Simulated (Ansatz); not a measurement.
# Energy of Fe along a strain of the cell

System: Fe (I4/mmm, 1 atom in the cell).
Method: DFT PBEsol, scalar-relativistic, plane waves, PAW, spin-polarised (Ansatz 0.2.0).

The 5 runs differ only in the geometry, by a strain of the cell at fixed fractional positions. Against run 3, the strain is εyy = η. The structure derives from an entry of the Crystallography Open Database.

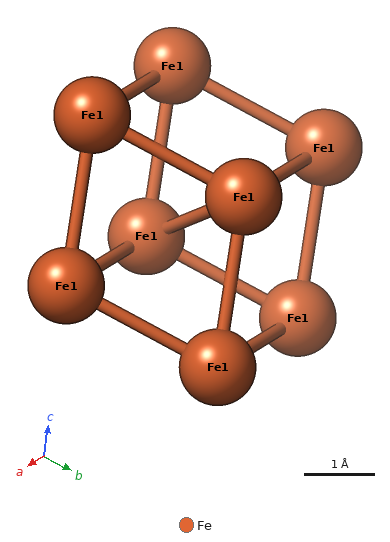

Figure 1. The structure of run 3 (ball-and-stick view of the cell of the calculation, seen slightly off an axis; atoms are numbered from 1 in the order of the input). An atom can appear more than once, as a periodic image.

## Input of run 3
```yaml
crystal:
  lattice:
    - [-1.439, 1.45339, 1.439]
    - [1.439, -1.45339, 1.439]
    - [1.439, 1.45339, -1.439]
  atoms:
    - { symbol: Fe, position: [0.0, 0.0, 0.0], spin: 2.64 }
basis:
  ecutwfc: 420
kpoints:
  mp_grid: { grid: [24, 24, 24] }
hamiltonian:
  xc: pbesol
scf:
  occupations: { method: gaussian, width: 0.15 }
output:
  forces: true
  stress: true
  eigenvalues: true
  populations: true
magnetization:
  spin_polarized: true
```

Command:
```bash
ansatz run input.yaml --threads 1 --pin off --max-ram 2560MiB --backend cpu --events-out ev --progress --plain --runs-dir out
```

Run 4 differs from it as follows:
```diff
-    - [-1.439, 1.45339, 1.439]
-    - [1.439, -1.45339, 1.439]
-    - [1.439, 1.45339, -1.439]
+    - [-1.439, 1.48217, 1.439]
+    - [1.439, -1.48217, 1.439]
+    - [1.439, 1.48217, -1.439]
```

## Results, with one run withheld

| run | strain parameter η (%) | free energy per atom, from the lowest run given (meV) | pressure (GPa) |
| --- | --- | --- | --- |
| 1 | −4.9505 | 0.00 | −10.64 |
| 2 | −2.9703 | 14.56 | −14.01 |
| 3 | 0.0000 | 49.79 | −18.17 |
| 4 | 1.9802 | ? | ? |
| 5 | 2.9703 | 96.25 | −20.52 |

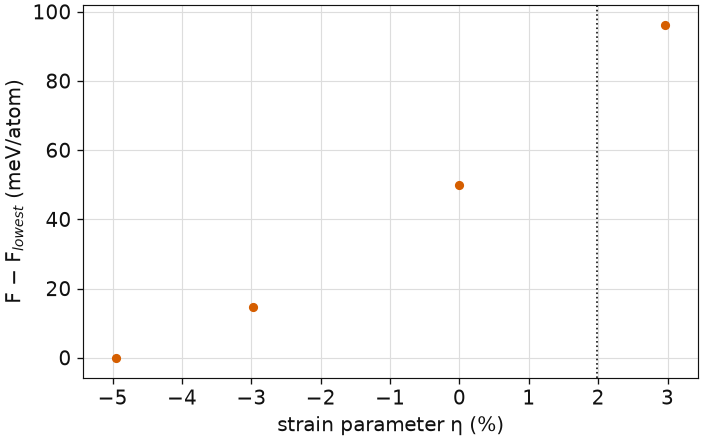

Figure 2. Free energy per atom of the runs given; the dotted line marks run 4.

What should run 4 give?

A quadratic polynomial in the coordinate, fitted to the 4 runs given, misses them by at most 0.63 meV per atom. With x = η + 1.2376, it reads F = 33.495 + 11.842 x + 0.73898 x² (meV per atom). At run 4 it gives 79.25 meV per atom, and the run itself gives 79.97. The fit has no minimum inside this range. The fit misses that run by 0.72 meV per atom.

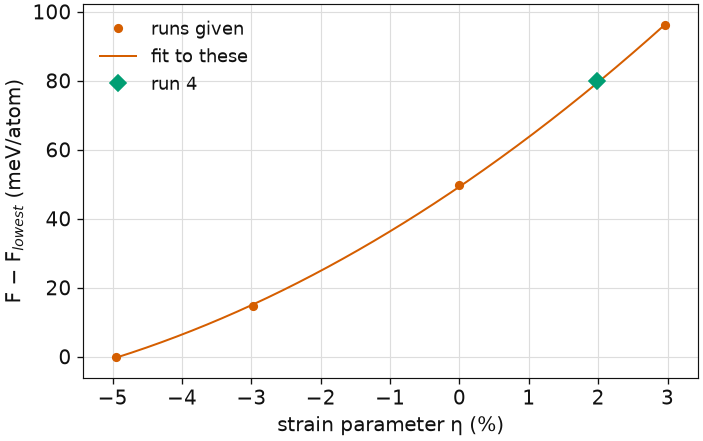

Figure 3. The fit and the withheld run.

## Output, shortened to warnings, some set-up lines, iterations and results (run 4)
```
Basis set: ecut = 420 eV, 233 PW (Γ), exchange–correlation on 36×36×36 points (8 copies of the dense FFT grid, shifted against one another)
Symmetry: 16 space group operations
k-points: 1063 of 13824
Initial density: superposition of atomic densities (chi_scale 0.1, normalization cell)
[...]
SCF iter   1: F=—  HF=-4448.938720 eV  |F-HF|=—  |Δ(HF+E_count)|=         —  Δρ=8.95e-2 (↑8.95e-2 ↓6.42e-2)  dr2=1.67e0  dr2_m=1.10e-1  M=2.172 μB ∫|m|=2.208 μB  β_m=0.30  …
SCF iter   2: F=—  HF=-4448.232506 eV  |F-HF|=—  |Δ(HF+E_count)|=   7.06e-1  Δρ=5.39e-2 (↑5.39e-2 ↓2.57e-2)  dr2=6.95e-2  dr2_m=1.68e-1  M=2.496 μB ∫|m|=2.566 μB  β_m=0.27  …
SCF iter   3: F=—  HF=-4448.391828 eV  |F-HF|=—  |Δ(HF+E_count)|=   1.59e-1  Δρ=2.23e-2 (↑2.23e-2 ↓2.08e-2)  dr2=3.24e-3  dr2_m=4.92e-2  M=2.402 μB ∫|m|=2.478 μB  β_m=0.56  …
SCF iter   4: F=—  HF=-4448.701178 eV  |F-HF|=—  |Δ(HF+E_count)|=   3.09e-1  Δρ=1.19e-2 (↑1.19e-2 ↓3.73e-3)  dr2=1.37e-2  dr2_m=4.81e-3  M=2.365 μB ∫|m|=2.468 μB  β_m=0.73  …
SCF iter   5: F=—  HF=-4448.744773 eV  |F-HF|=—  |Δ(HF+E_count)|=   4.36e-2  Δρ=6.94e-3 (↑6.94e-3 ↓2.36e-3)  dr2=7.61e-3  dr2_m=5.98e-4  M=2.349 μB ∫|m|=2.462 μB  β_m=0.77  …
SCF iter   6: F=—  HF=-4448.745516 eV  |F-HF|=—  |Δ(HF+E_count)|=   7.43e-4  Δρ=1.29e-3 (↑1.29e-3 ↓6.91e-4)  dr2=3.72e-5  dr2_m=1.08e-4  M=2.325 μB ∫|m|=2.440 μB  β_m=0.88  …
SCF iter   7: F=—  HF=-4448.745507 eV  |F-HF|=—  |Δ(HF+E_count)|=   8.96e-6  Δρ=3.03e-4 (↑2.93e-4 ↓3.03e-4)  dr2=9.58e-8  dr2_m=9.96e-6  M=2.326 μB ∫|m|=2.442 μB  β_m=0.94  …
SCF iter   8: F=—  HF=-4448.745507 eV  |F-HF|=—  |Δ(HF+E_count)|=   2.09e-7  Δρ=1.22e-4 (↑1.22e-4 ↓6.28e-5)  dr2=3.80e-7  dr2_m=9.30e-7  M=2.325 μB ∫|m|=2.441 μB  β_m=0.97  …
SCF iter   9: F=—  HF=-4448.745507 eV  |F-HF|=—  |Δ(HF+E_count)|=   1.41e-7  Δρ=1.50e-5 (↑7.92e-6 ↓1.50e-5)  dr2=4.56e-8  dr2_m=2.42e-9  M=2.325 μB ∫|m|=2.441 μB  β_m=0.96  …
SCF iter  10: F=-4448.745507 eV  HF=-4448.745507 eV  |F-HF|=1.29e-8  |Δ(HF+E_count)|=   1.79e-8  Δρ=7.68e-6 (↑7.68e-6 ↓5.54e-6)  dr2=1.55e-8  dr2_m=2.87e-10  M=2.325 μB …
SCF 1 converged in 10 iterations: F = -4448.745507 eV  dr2 = 1.55e-8
SCF converged after 10 iterations
Magnetization: 2.3249 μB (9.1625 up, 6.8375 down)
Absolute magnetization: 2.4411 μB (∫|ρ↑−ρ↓|, with the PAW one-centre terms)
Spin contamination: 0.0403 ħ² per cell (⟨S²⟩ above its minimum at these occupations)
Per-site moments (μB) at R_I (Å): [(2.372785051452935, 1.0385067352628319)]
Free energy (F): -4448.745507 eV
Harris-Foulkes:  -4448.745507 eV  (|F-HF|=1.29e-8)
Internal energy: -4448.732609 eV  (E = F + TS)
E sigma→0 (E₀):  -4448.739058 eV
Entropy (-TS):   -0.012898 eV (-12.898 meV/atom)
Fermi energy:    16.646747 eV
--- Per-component energies (eV) ---
  E_band       = -237.482798
  E_kinetic    = 348.274410
  E_local      = -2159.138079  (includes V_loc(G=0)·N_el)
  E_nonlocal   = 220.896872
  E_hartree    = 900.371581
  E_xc         = -116.176464
  E_vxc        = -150.172749  (∫ρ·V_xc dr)
  E_paw        = -1335.352759  (= ΣΔE_a)
  E_vpaw       = -298.079722  (= ΣTr[D̂ρ^β])
  E_aug_tail   = 0.000820  (compensation charges beyond the density's cutoff)
  E_ewald      = -2307.788191
  E_core_change = 0.179202  (= ΣΔE_core)
  E_smearing   = -0.012898  (= −TS)
  E_closure    = -0.000000  (closes the sum)
  Σ components = -4448.745507   (vs F -4448.745507, Δ=0.00e0)
--- Forces (eV/Å), atoms counted from 1 ---
  atom   1  Fe    -0.00000000    -0.00000000     0.00000000
  max |Σ_I F_I| component: 1.73e-31 eV/Å
--- Stress (GPa, compression-positive) ---
      -19.239883      -0.000000       0.000000
       -0.000000     -21.462775      -0.000000
        0.000000      -0.000000     -19.239883
  P = ⅓ Tr σ = -19.9808 GPa (-199.808 kbar)
--- Löwdin populations: 1 site ---
  site symbol       q [e]    m [muB]
     0     Fe     15.7730     2.3966
  spilling = 0.014185 (of n_electrons = 16.000000)
```
